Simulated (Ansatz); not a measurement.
Geometry relaxation of CoO (part 2 of 2)

The same run, continued: CoO (4 atoms in the cell); DFT PBE, scalar-relativistic, plane waves, PAW, spin-polarised (Ansatz 0.2.0); cutoff 420 eV, 14×14×14 k-mesh, Gaussian smearing of 0.05 eV, collinear spins. The structure derives from an entry of the Crystallography Open Database.

Geometry of the input (Å; fractional positions):
```
-2.4362  -2.4362  4.4462
-4.4462  -2.4362  2.4362
-2.4362  -4.4462  2.4362
Co 0.0000  0.0000  0.0000
O  1.2500  -0.7500  -0.7500
Co 0.5000  0.5000  0.5000
O  1.7500  -0.2500  -0.2500
```

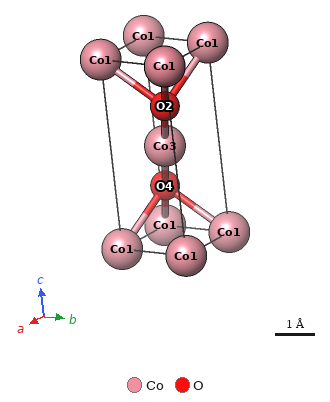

*The geometry at step 2 of the log (ball-and-stick view of the reduced cell, seen slightly off an axis; atoms are numbered from 1 in the order of the input).*

### The program's output, continued
```
SCF iter   1: F=—  HF=-11384.648097 eV  |F-HF|=—  |Δ(HF+E_count)|=         —  Δρ=3.11e-4 (↑3.09e-4 ↓3.11e-4)  dr2=4.23e-5  dr2_m=1.12e-5  M=0.000 μB ∫|m|=5.088 μB  β_m=0.65  ethr=6.08e-8  ⟨swp⟩=3.2  Hψ=84093  notcnv=0
preconditioner: auto → none  [metal: Δε(μ)=0.001 eV  Ē_g=11.648 eV  σ=0.050 eV  W_gap=0.01  n_scr=2 (ndim 8)  ℏωp=33.1 eV  f_vac=0.000  D(μ)=5.17/eV (n_scr^D=68)]
SCF iter   2: F=—  HF=-11384.648102 eV  |F-HF|=—  |Δ(HF+E_count)|=   5.69e-6  Δρ=1.31e-4 (↑1.31e-4 ↓1.30e-4)  dr2=9.15e-6  dr2_m=9.84e-7  M=-0.000 μB ∫|m|=5.087 μB  β_m=0.46  ethr=6.08e-8  ⟨swp⟩=2.0  Hψ=31152  notcnv=0
SCF iter   3: F=—  HF=-11384.648100 eV  |F-HF|=—  |Δ(HF+E_count)|=   2.18e-6  Δρ=6.50e-5 (↑6.34e-5 ↓6.50e-5)  dr2=1.06e-6  dr2_m=6.13e-7  M=0.000 μB ∫|m|=5.087 μB  β_m=0.51  ethr=1.99e-8  ⟨swp⟩=2.1  Hψ=27364  notcnv=0
SCF iter   4: F=—  HF=-11384.648101 eV  |F-HF|=—  |Δ(HF+E_count)|=   1.18e-6  Δρ=3.35e-5 (↑3.35e-5 ↓3.33e-5)  dr2=2.41e-7  dr2_m=1.79e-7  M=-0.000 μB ∫|m|=5.087 μB  β_m=0.75  ethr=2.30e-9  ⟨swp⟩=2.7  Hψ=28575  notcnv=0
SCF iter   5: F=—  HF=-11384.648102 eV  |F-HF|=—  |Δ(HF+E_count)|=   6.25e-7  Δρ=3.85e-5 (↑3.85e-5 ↓2.92e-5)  dr2=1.13e-6  dr2_m=4.89e-8  M=0.000 μB ∫|m|=5.087 μB  β_m=0.57  ethr=5.23e-10  ⟨swp⟩=2.1  Hψ=31301  notcnv=0
SCF iter   6: F=—  HF=-11384.648102 eV  |F-HF|=—  |Δ(HF+E_count)|=   3.68e-8  Δρ=6.97e-6 (↑6.97e-6 ↓6.16e-6)  dr2=1.31e-8  dr2_m=8.75e-9  M=0.000 μB ∫|m|=5.087 μB  β_m=0.69  ethr=5.23e-10  ⟨swp⟩=2.0  Hψ=30974  notcnv=0
SCF iter   7: F=—  HF=-11384.648102 eV  |F-HF|=—  |Δ(HF+E_count)|=   1.12e-8  Δρ=4.87e-6 (↑3.80e-6 ↓4.87e-6)  dr2=1.83e-8  dr2_m=6.79e-10  M=0.000 μB ∫|m|=5.087 μB  β_m=0.53  ethr=2.85e-11  ⟨swp⟩=2.0  Hψ=31250  notcnv=0
SCF iter   8: F=-11384.648102 eV  HF=-11384.648102 eV  |F-HF|=1.17e-8  |Δ(HF+E_count)|=   1.12e-9  Δρ=5.10e-6 (↑5.10e-6 ↓3.17e-6)  dr2=1.39e-8  dr2_m=3.23e-9  M=-0.000 μB ∫|m|=5.087 μB  ethr=2.85e-11  ⟨swp⟩=2.0  Hψ=51270  notcnv=0
SCF 3 converged in 8 iterations: F = -11384.648102 eV  dr2 = 1.39e-8
relax step   3: F+E_penalty+E_count = -11384.64810198 eV  Δ(F+E_penalty+E_count) = -1.052e-4 eV  max|allowed force component| = 1.199e-4 eV/Å  Δτ_max = 0.0000 Å  P = -3.453 GPa  Ω = 37.649 Å³  energy of the carried Pulay correction = -2.320e-5 eV  fix = [volume]  reactions: volume -3.453 GPa  (8 SCF iters, dr2 threshold 2.32e-7 eV, accepted)
Initial wavefunctions: pseudopotential atomic-orbital guess (no wavefunctions were taken with the density)
the translation (0.5, 0.5, 0.5) carries every atom to within crystal.symmetry.tolerance of an atom of its element with the starting moment reversed, but both spin channels are solved: site 3 translated lies 2.99e-6 (fractional; 2.77e-5 Å) from site 1 (counted from 0 in this solve's list of atoms, which can differ from the deck's where the deck declares a space group, asks for a supercell or sets defects), and one channel is solved only where every such distance is under 5.68e-14 (fractional). A two-channel solve makes about twice the Hamiltonian applications of a one-channel solve. Where the deck types every atom, coordinates typed digit for digit as the partner's plus the translation, between 0 and 1 (0.2553 and 0.7553), lie under that distance; relaxed ones, or ones converted from Cartesian, may not. crystal.symmetry.spin_inversion_symmetry: false solves both channels without this notice (see the input reference for what else it changes)
iter 1 solved again at ethr=1.85e-8 eV; its pass at ethr=3.10e-3 eV (dr2=8.53e-6 eV) is discarded
SCF iter   1: F=—  HF=-11384.647935 eV  |F-HF|=—  |Δ(HF+E_count)|=         —  Δρ=1.80e-4 (↑1.80e-4 ↓1.80e-4)  dr2=1.06e-6  dr2_m=2.35e-7  M=0.000 μB ∫|m|=5.087 μB  β_m=0.65  ethr=1.85e-8  ⟨swp⟩=3.5  Hψ=117203  notcnv=0
preconditioner: auto → none  [metal: Δε(μ)=0.001 eV  Ē_g=11.648 eV  σ=0.050 eV  W_gap=0.01  n_scr=2 (ndim 8)  ℏωp=33.1 eV  f_vac=0.000  D(μ)=5.16/eV (n_scr^D=68)]
SCF iter   2: F=—  HF=-11384.648145 eV  |F-HF|=—  |Δ(HF+E_count)|=   2.10e-4  Δρ=6.31e-5 (↑6.31e-5 ↓6.31e-5)  dr2=1.42e-7  dr2_m=2.93e-8  M=0.000 μB ∫|m|=5.087 μB  β_m=0.64  ethr=2.31e-9  ⟨swp⟩=1.0  Hψ=17856  notcnv=0
SCF iter   3: F=—  HF=-11384.648174 eV  |F-HF|=—  |Δ(HF+E_count)|=   2.92e-5  Δρ=7.98e-6 (↑7.98e-6 ↓7.56e-6)  dr2=5.85e-8  dr2_m=6.34e-10  M=0.000 μB ∫|m|=5.087 μB  β_m=0.48  ethr=3.09e-10  ⟨swp⟩=2.0  Hψ=26113  notcnv=0
SCF iter   4: F=—  HF=-11384.648174 eV  |F-HF|=—  |Δ(HF+E_count)|=   4.86e-8  Δρ=1.20e-6 (↑1.20e-6 ↓1.10e-6)  dr2=5.85e-10  dr2_m=9.33e-11  M=0.000 μB ∫|m|=5.087 μB  β_m=0.51  ethr=1.27e-10  ⟨swp⟩=2.0  Hψ=24505  notcnv=0
SCF iter   5: F=—  HF=-11384.648174 eV  |F-HF|=—  |Δ(HF+E_count)|=   2.16e-7  Δρ=4.68e-7 (↑4.68e-7 ↓4.56e-7)  dr2=6.90e-11  dr2_m=2.19e-11  M=0.000 μB ∫|m|=5.087 μB  β_m=0.55  ethr=1.27e-12  ⟨swp⟩=2.0  Hψ=28976  notcnv=0
SCF iter   6: F=—  HF=-11384.648174 eV  |F-HF|=—  |Δ(HF+E_count)|=  1.55e-10  Δρ=1.68e-7 (↑1.68e-7 ↓1.40e-7)  dr2=4.49e-12  dr2_m=4.91e-12  M=0.000 μB ∫|m|=5.087 μB  β_m=0.78  ethr=1.00e-12  ⟨swp⟩=1.0  Hψ=17856  notcnv=0
SCF iter   7: F=-11384.648174 eV  HF=-11384.648174 eV  |F-HF|=7.28e-11  |Δ(HF+E_count)|=  1.09e-11  Δρ=3.43e-7 (↑2.74e-7 ↓3.43e-7)  dr2=8.27e-11  dr2_m=1.68e-11  M=0.000 μB ∫|m|=5.087 μB  ethr=1.00e-12  ⟨swp⟩=2.0  Hψ=50798  notcnv=0
SCF 4 converged in 7 iterations: F = -11384.648174 eV  dr2 = 8.27e-11
relax step   4: F+E_penalty+E_count = -11384.64817405 eV  Δ(F+E_penalty+E_count) = -7.207e-5 eV  max|allowed force component| = 8.136e-5 eV/Å  Δτ_max = 0.0000 Å  P = -3.450 GPa  Ω = 37.649 Å³  fix = [volume]  reactions: volume -3.450 GPa  stress off target by 4.77e-2 GPa on what of the cell is left free  SCF on the basis re-selected at this cell (its energy is not comparable with the rows above)  (7 SCF iters)
```

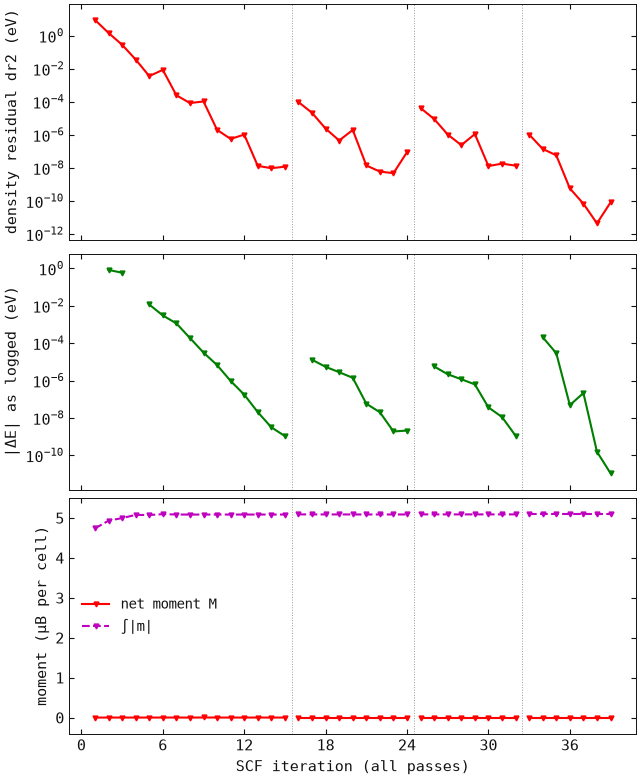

*Convergence of the self-consistent field: density residual dr2, size of the energy change and magnetic moment against the SCF iteration. The dotted lines part the SCF passes of the relaxation: geometry steps, rejected trials and re-solves on a re-selected basis.*

The passes take 15, 9, 8 and 7 iterations. The net moment stays at 0.0 μB per cell.

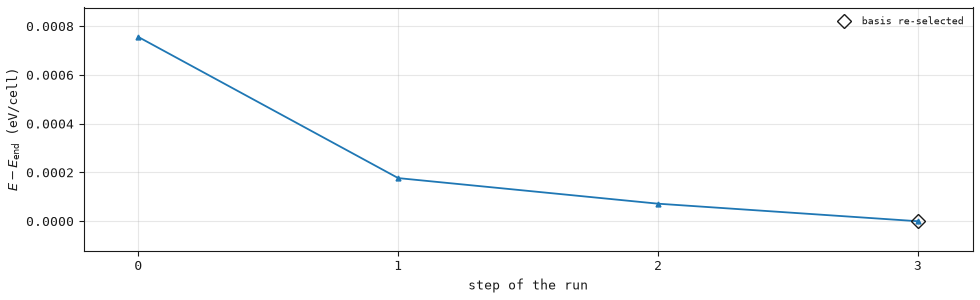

*Progress of the relaxation, step by step (the first geometry is step 0 here and step 1 in the log).*

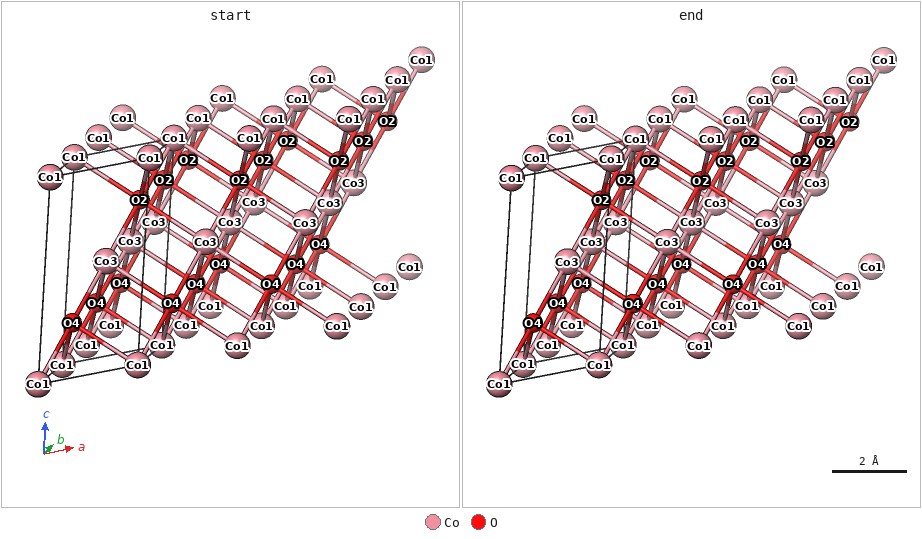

*Before (left) and after (right) the relaxation, at one scale (ball-and-stick view of the reduced cell, repeated 3 × 3 × 1, seen slightly off an axis).*

The atoms keep their places relative to the cell (all moves are under 0.005 Å). The drawn cell changes at constant volume: a = b 2.843 → 2.850 Å (+0.3 %), c 5.625 → 5.599 Å (−0.5 %), α 75.4° → 75.3°, β 75.4° → 75.3°. The space group stays R-3m (No. 166). After 2 geometry steps the energy has fallen by 0.7 meV per cell of the calculation. Pressure: −3.75 GPa at the start and −3.45 GPa at the end. A last SCF at the same geometry on a re-selected plane-wave basis shifts the energy by −0.1 meV per cell of the calculation.

```
basis re-selected at this cell: Δ(F+E_penalty+E_count) = -7.207e-5 eV, ΔP = +0.003 GPa vs the last step (what re-selecting the basis moved, of the pressure what is left beyond the Pulay correction that the steps carried, after the strain that the cell walked since its last selection, with what the two solves' SCF thresholds leave and, on support functions, any second-order correction that the steps lacked; it is no measure of the basis error at this ecutwfc). This SCF's stress stands 4.77e-2 GPa from its target on what of the cell is left free (relax.cell.stress_tol is 1.00e-1 GPa) and its largest allowed force component is 8.14e-5 eV/Å (relax.f_tol is 1.00e-2 eV/Å): within both
SCF converged after 7 iterations
Magnetization: 0.0000 μB (23.0000 up, 23.0000 down)
Absolute magnetization: 5.0874 μB (∫|ρ↑−ρ↓|, with the PAW one-centre terms)
Spin contamination: 2.5524 ħ² per cell (⟨S²⟩ above its minimum at these occupations)
Per-site moments (μB) at R_I (Å): [(2.3592506089426233, 0.8748297876345318), (3.6948588667835716e-6, 0.874829787634532), (-2.3592490871686023, 0.8748369960889512), (3.694858866597305e-6, 0.8748297876345318)]
Free energy (F): -11384.648174 eV
Harris-Foulkes:  -11384.648174 eV  (|F-HF|=7.28e-11)
Internal energy: -11384.641727 eV  (E = F + TS)
E sigma→0 (E₀):  -11384.644951 eV
Entropy (-TS):   -0.006447 eV (-1.612 meV/atom)
Fermi energy:    14.334717 eV
--- Per-component energies (eV) ---
  E_band       = -592.182620
  E_kinetic    = 1236.955219
  E_local      = -6785.264021  (includes V_loc(G=0)·N_el)
  E_nonlocal   = 1025.945140
  E_hartree    = 2787.624318
  E_xc         = -458.061070
  E_vxc        = -588.736321  (∫ρ·V_xc dr)
  E_paw        = -3352.753521  (= ΣΔE_a)
  E_vpaw       = -1056.335996  (= ΣTr[D̂ρ^β])
  E_aug_tail   = 0.004804  (compensation charges beyond the density's cutoff)
  E_ewald      = -5839.092596
  E_smearing   = -0.006447  (= −TS)
  E_closure    = 0.000000  (closes the sum)
  Σ components = -11384.648174   (vs F -11384.648174, Δ=0.00e0)
--- Forces (eV/Å), atoms counted from 1 ---
  atom   1  Co    -0.00000000     0.00000000    -0.00000000
  atom   2  O      0.00008136     0.00008136    -0.00008136
  atom   3  Co     0.00000000     0.00000000     0.00000000
  atom   4  O     -0.00008136    -0.00008136     0.00008136
  max |Σ_I F_I| component: 1.36e-20 eV/Å
--- Stress (GPa, compression-positive) ---
       -3.450286      -0.023861       0.023861
       -0.023861      -3.450286       0.023861
        0.023861       0.023861      -3.450286
  P = ⅓ Tr σ = -3.4503 GPa (-34.503 kbar)
--- Band table (eV; the first three rows and the last of 576) ---
  k-point 0 ↑: bands = ["-82.4745", "-79.5565", "-45.8704", "-45.6707", "-45.6707", "-42.9204", "-42.8672", "-42.8672", "-5.8881", "-4.8713", "5.8752", "9.3027", "9.3027", "10.6315", "11.2146", "11.7156", "11.7156", "11.7250", "11.7250", "12.3765", "12.3765", "13.5741", "13.7680", "13.7680", "15.7248", "15.9928", "15.9928", "20.5894", "22.6803", "30.2749", "30.2749"]
  k-point 1 ↑: bands = ["-82.4742", "-79.5562", "-45.8700", "-45.6734", "-45.6714", "-42.9199", "-42.8704", "-42.8680", "-5.8301", "-4.8499", "5.9761", "9.2279", "9.3157", "10.4303", "11.0691", "11.3226", "11.3667", "11.8475", "11.9798", "12.4411", "12.5821", "13.5884", "13.7857", "13.8165", "15.8292", "15.9784", "16.1098", "20.9243", "22.6361", "29.6417", "30.2790"]
  k-point 2 ↑: bands = ["-82.4734", "-79.5553", "-45.8690", "-45.6810", "-45.6733", "-42.9186", "-42.8791", "-42.8702", "-5.6637", "-4.7880", "6.2630", "9.0077", "9.3469", "9.8297", "10.3977", "10.9925", "11.3463", "11.9222", "12.1112", "12.6112", "12.7775", "13.5944", "13.8355", "13.9501", "15.5574", "15.9410", "16.9951", "21.7354", "22.5457", "28.3021", "29.3346"]
  k-point 287 ↓: bands = ["-82.4744", "-79.5565", "-45.8703", "-45.6707", "-45.6707", "-42.9203", "-42.8673", "-42.8673", "-5.4209", "-5.4133", "7.5643", "7.7549", "9.6134", "9.6134", "10.6480", "10.6480", "11.7440", "11.7440", "11.7747", "13.5037", "13.5037", "13.6263", "13.7017", "13.7017", "15.6291", "15.6291", "18.1519", "18.3603", "25.1899", "25.3849", "32.0039"]
--- Relaxed structure (3 steps of the walk, 3 accepted, 1 SCFs on fresh bases) ---
  F+E_penalty+E_count = -11384.64817405 eV   max|allowed force component| = 8.136e-5 eV/Å   (the final SCF, on the basis selected at the relaxed cell)
  cell:  # Å, volume = 37.6490 Å³
    - [-2.418123415696564, -2.418123415696564, 4.433444046651037]
    - [-4.433444046651038, -2.418123415696564, 2.418123415696564]
    - [-2.418123415696564, -4.433444046651038, 2.418123415696564]
  atoms:
    - { symbol: Co, position: [-1.9004451349740215e-22, 1.786822696025949e-22, -5.681121947469086e-24] }
    - { symbol: O, position: [1.2500008626191486, -0.749999137380851, -0.749999137380851] }
    - { symbol: Co, position: [0.5000000000000002, 0.4999999999999999, 0.4999999999999999] }
    - { symbol: O, position: [1.7499991373808506, -0.25000086261914845, -0.25000086261914845] }
--- Löwdin populations: 4 sites ---
  site symbol       q [e]    m [muB]
     0     Co     15.9498     2.3807
     1      O      6.9312     0.0000
     2     Co     15.9498    -2.3807
     3      O      6.9312     0.0000
  spilling = 0.005174 (of n_electrons = 46.000000)
```

### File populations.tsv
```
# site	symbol	l	j	q_up	q_dn
# orbitals = lowdin
# n_electrons = 46.000000
# spilling = 0.005174
0	Co	0_3S	-	0.995981	0.996289
0	Co	0_4S	-	0.240715	0.245896
0	Co	1_3P	-	2.998830	2.998965
0	Co	2_3D	-	4.929723	2.543403
1	O	0_2S	-	0.925211	0.925210
1	O	1_2P	-	2.540386	2.540381
2	Co	0_3S	-	0.996289	0.995981
2	Co	0_4S	-	0.245898	0.240716
2	Co	1_3P	-	2.998965	2.998830
2	Co	2_3D	-	2.543409	4.929727
3	O	0_2S	-	0.925211	0.925210
3	O	1_2P	-	2.540386	2.540381
```

### Trajectory as extended XYZ (Å, eV, eV/Å), 4 frames, from step=1 to step=4
```
4
Lattice="-2.4362 -2.4362 4.4462 -4.4462 -2.4362 2.4362 -2.4362 -4.4462 2.4362" Properties=species:S:1:pos:R:3:forces:R:3 step=1 energy=-11384.64742 pressure_GPa=-3.75
Co    0.0000    0.0000    0.0000    0.0000   0.0000   0.0000
O     2.1166    2.1166    1.9035    0.0000   0.0000   0.0000
Co   -4.6593   -4.6593    4.6593    0.0000   0.0000   0.0000
O    -2.5427   -2.5427    6.5628    0.0000   0.0000   0.0000
4
Lattice="-2.4253 -2.4253 4.4385 -4.4385 -2.4253 2.4253 -2.4253 -4.4385 2.4253" Properties=species:S:1:pos:R:3:forces:R:3 step=2 energy=-11384.64800 pressure_GPa=-3.57
Co    0.0000    0.0000    0.0000    0.0000   0.0000   0.0000
O     2.1162    2.1162    1.9102   -0.0001  -0.0001   0.0001
Co   -4.6446   -4.6446    4.6446    0.0000   0.0000   0.0000
O    -2.5283   -2.5283    6.5548    0.0001   0.0001  -0.0001
4
Lattice="-2.4181 -2.4181 4.4334 -4.4334 -2.4181 2.4181 -2.4181 -4.4334 2.4181" Properties=species:S:1:pos:R:3:forces:R:3 step=3 energy=-11384.64810 pressure_GPa=-3.45
Co    0.0000    0.0000    0.0000    0.0000   0.0000   0.0000
O     2.1160    2.1160    1.9146    0.0001   0.0001  -0.0001
Co   -4.6348   -4.6348    4.6348    0.0000   0.0000   0.0000
O    -2.5188   -2.5188    6.5495   -0.0001  -0.0001   0.0001
4
Lattice="-2.4181 -2.4181 4.4334 -4.4334 -2.4181 2.4181 -2.4181 -4.4334 2.4181" Properties=species:S:1:pos:R:3:forces:R:3 step=4 energy=-11384.64817 pressure_GPa=-3.45
Co    0.0000    0.0000    0.0000    0.0000   0.0000   0.0000
O     2.1160    2.1160    1.9146    0.0001   0.0001  -0.0001
Co   -4.6348   -4.6348    4.6348    0.0000   0.0000   0.0000
O    -2.5188   -2.5188    6.5495   -0.0001  -0.0001   0.0001
```

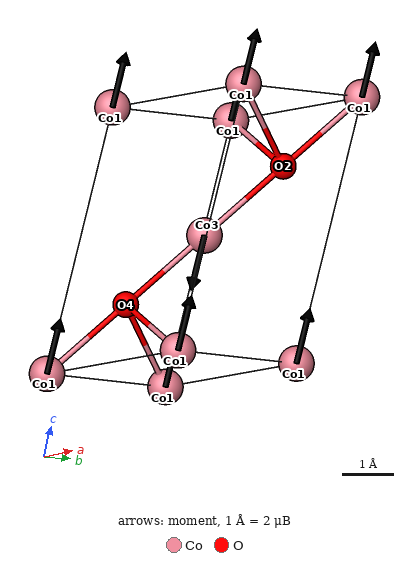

*Magnetic moments of the sites as black arrows (ball-and-stick view of the reduced cell, seen at an oblique angle; atoms are numbered from 1 in the order of the input); small moments hardly show. The run is collinear, so the axis drawn is arbitrary.*

Site moments: Co1 (2.36 μB); Co3 (−2.36 μB). They are counted near the atoms and needn't add up to the moment of the cell.

### Results in brief

```json
{"quantity": "outcome", "value": "converged"}
{"quantity": "space group (tolerance 0.01 Å)", "value": "R-3m (166)"}
{"quantity": "electrons treated", "value": "46"}
{"quantity": "free energy", "value": "−11384.6482 eV"}
{"quantity": "Fermi energy", "value": "14.335 eV"}
{"quantity": "gap on the k-point mesh", "value": "none (metallic)"}
{"quantity": "net moment of the cell", "value": "0.00 μB"}
{"quantity": "integrated absolute moment", "value": "5.09 μB"}
{"quantity": "pressure", "value": "−3.45 GPa"}
{"quantity": "final volume", "value": "37.65 Å³"}
{"quantity": "largest force (length of the vector) at the end", "value": "under 0.001 eV/Å"}
{"quantity": "final cell", "value": "a = 5.599 Å, b = 5.599 Å, c = 5.599 Å, α = 29.49°, β = 29.49°, γ = 29.49°"}
{"quantity": "wall time", "value": "3.1 min"}
{"quantity": "peak memory", "value": "0.81 GiB"}
```
